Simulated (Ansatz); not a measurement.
## Electronic structure of GdN (slab) in real space

The calculation's input:

```
crystal:
  lattice:
    - [3.5369293656, 0.0, 0.0]
    - [0.0, 5.0019734779, 0.0]
    - [0.0, 0.0, 23.8423234139]
  atoms:
    - { symbol: Gd, position: [0.5, 0.0, 0.3145666582], spin: 7.63 }
    - { symbol: "N", position: [0.5, 0.5, 0.3145666582], spin: -0.16 }
    - { symbol: Gd, position: [0.0, 0.5, 0.3887399949], spin: 7.63 }
    - { symbol: "N", position: [0.0, 0.0, 0.3887399949], spin: -0.16 }
    - { symbol: Gd, position: [0.5, 0.0, 0.4629133316], spin: 7.63 }
    - { symbol: "N", position: [0.5, 0.5, 0.4629133316], spin: -0.16 }
    - { symbol: Gd, position: [0.0, 0.5, 0.5370866684], spin: 7.63 }
    - { symbol: "N", position: [0.0, 0.0, 0.5370866684], spin: -0.16 }
    - { symbol: Gd, position: [0.5, 0.0, 0.6112600051], spin: 7.63 }
    - { symbol: "N", position: [0.5, 0.5, 0.6112600051], spin: -0.16 }
    - { symbol: Gd, position: [0.0, 0.5, 0.6854333418], spin: 7.63 }
    - { symbol: "N", position: [0.0, 0.0, 0.6854333418], spin: -0.16 }
basis:
  ecutwfc: 420
kpoints:
  mp_grid: { grid: [8, 6, 1] }
hamiltonian:
  xc: pbe
  hubbard: { sites: [{ species: Gd, l: f, u_eff: 6.0 }] }
scf:
  occupations: { method: gaussian, width: 0.1 }
  lower_state_search: "off"
output:
  forces: true
  eigenvalues: true
  hubbard: { sites: [{ species: Gd, l: f }] }
  populations: true
  write_density: true
  write_potential: true
  elf: true
  volumetric_format: npy
magnetization:
  spin_polarized: true
efield:
  axis: 3
  dipole_correction: true
  ramp_width: 0.04
```

Launched as:

```sh
ansatz run input.yaml --threads 4 --pin off --max-ram 10240MiB --backend cpu --events-out ev --progress --plain --runs-dir out
```

Built by placing these elements on a known structure type; not relaxed (largest force 1.4 eV/Å); Hubbard U of 6 eV on Gd f only; spin-polarised.

Method: DFT PBE+U, scalar-relativistic, plane waves, PAW (Ansatz 0.2.0).

In a PAW calculation such maps are meaningful between the atoms, not at the nuclei.

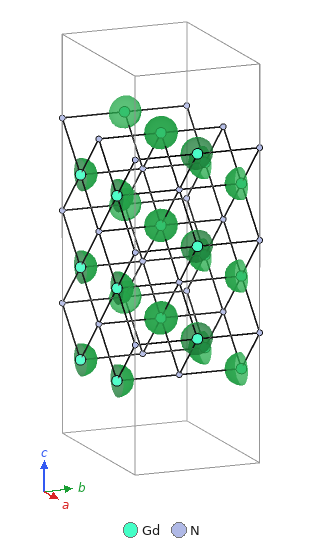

Figure 1. Isosurface of the spin density at +2 e/Å³ (green), seen slightly off an axis. Sticks mark near contacts.

Q: Describe the spin distribution.

A: The spin density sits on Gd: +6.9 μB (×6) in one cell of 12 atoms, with smaller moments on N (up to −0.22 μB): parallel main moments (a ferromagnetic arrangement) in this solution. The cell of the calculation (12 atoms) carries 42.0 μB of net spin moment.

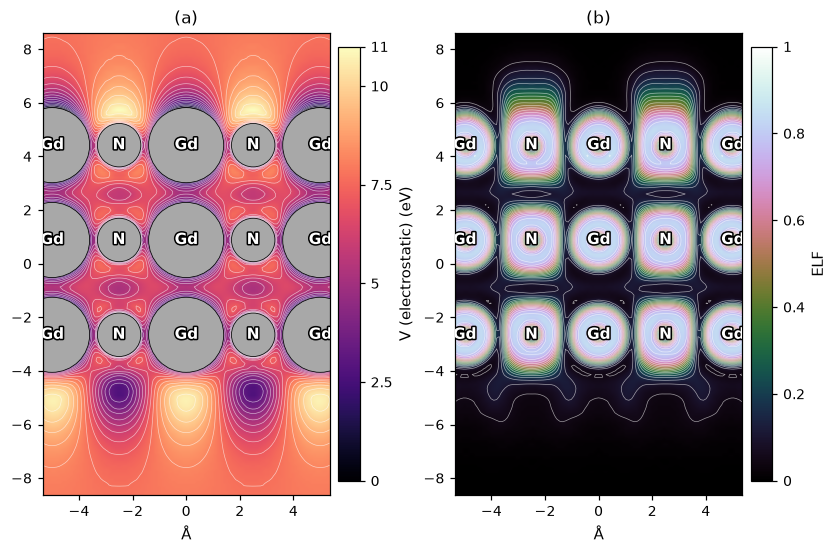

Figure 2. (a) electrostatic potential energy of an electron; (b) ELF on the (100) plane of the calculation cell, a cut from vacuum to vacuum. Grey discs cover the atomic cores in the potential map.

Q: Interpret the plot.

A: Atoms in the plane: Gd and N. Gd–N (2.50 Å): the ELF peaks at about 0.85 in the valence shell of N, 0.7 Å from its nucleus, and drops to about 0.15 between the two atoms: no localised pair shows between them. The features right at Gd lie inside the PAW spheres, where the map follows smoothed inner orbitals and isn't to be read closely.

Q: Does the calculation make it a metal, or give it a gap?

A: It is metallic or semimetallic at this level of theory: no gap opens.
